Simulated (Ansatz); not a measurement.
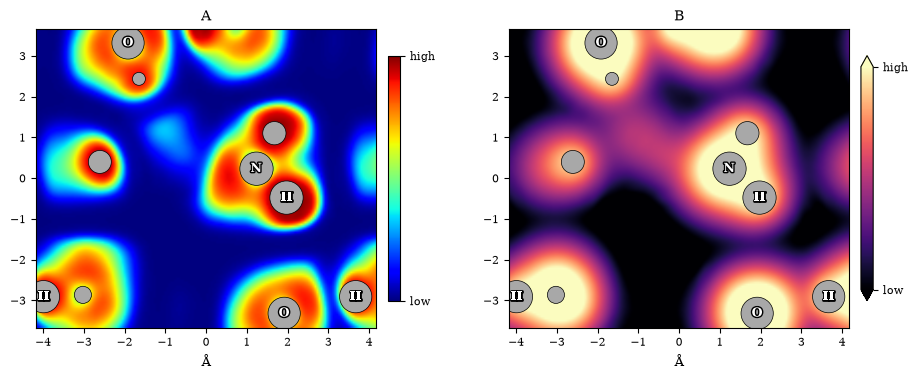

H11NO4 (amorphous cell): 2 fields on the (111) plane of the calculation cell, with unlabelled colour scales. Grey discs cover the atomic cores.

Theory: Ansatz 0.2.0, DFT PBE-D3(BJ), scalar-relativistic, plane waves, PAW.

Match the panels to the quantities (electron localisation function and valence pseudo-density).

Answer. Panel A: electron localisation function. Panel B: valence pseudo-density. From the grid: N–H (1.02 Å): the density is about 2.8 e/Å³ at the midpoint; the ELF climbs to about 1 towards the hydrogen, as it does in any bond to H: a covalent bond by its length.
